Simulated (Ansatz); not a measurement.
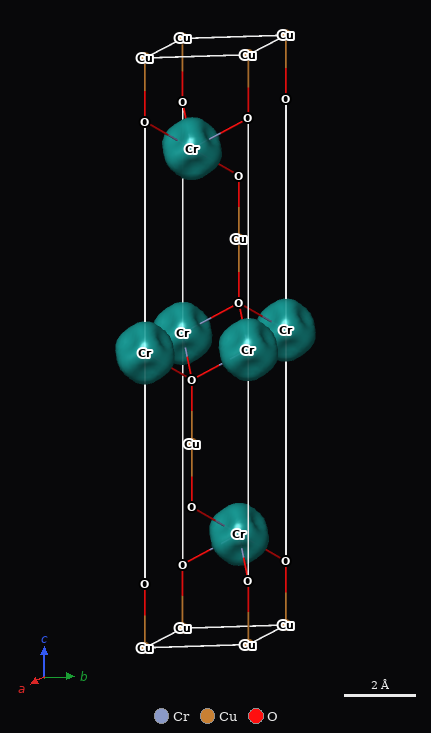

CrCuO2. Isosurfaces of the magnetisation density (up minus down) at +0.3 (teal) and −0.3 e/Å³ (pink), seen slightly off an axis. Sticks mark near contacts.

Space group R-3m; computed pressure about −4 GPa in this cell; spin-polarised.

The calculation used DFT, PBEsol, PAW with Ansatz's default frozen-core files, scalar-relativistic in Ansatz 0.2.0.

Core electrons are frozen (PAW), and the valence fields are smoothed inside the atomic spheres.

```yaml
crystal:
  lattice:
    - [2.97340, 0.00000, 0.00000]
    - [-1.48670, 2.57504, 0.00000]
    - [0.00000, 0.00000, 17.10000]
  atoms:
    - { symbol: Cr, position: [0.33333, 0.66667, 0.16667] }
    - { symbol: Cr, position: [0.00000, 0.00000, 0.50000] }
    - { symbol: Cr, position: [0.66667, 0.33333, 0.83333] }
    - { symbol: Cu, position: [0.00000, 0.00000, 0.00000] }
    - { symbol: Cu, position: [0.66667, 0.33333, 0.33333] }
    - { symbol: Cu, position: [0.33333, 0.66667, 0.66667] }
    - { symbol: O, position: [0.00000, 0.00000, 0.10792] }
    - { symbol: O, position: [0.66667, 0.33333, 0.44125] }
    - { symbol: O, position: [0.33333, 0.66667, 0.77459] }
    - { symbol: O, position: [0.66667, 0.33333, 0.22541] }
    - { symbol: O, position: [0.33333, 0.66667, 0.55875] }
    - { symbol: O, position: [0.00000, 0.00000, 0.89208] }
```

Describe the spin distribution.

Answer. The spin density sits on Cr: +2.4 μB (×3) in one cell of 12 atoms: parallel moments, as they must be, since the calculation's own cell holds one magnetic site. The cell of the calculation (4 atoms) carries 3.0 μB of net spin moment. Only one sign reaches the isovalue.
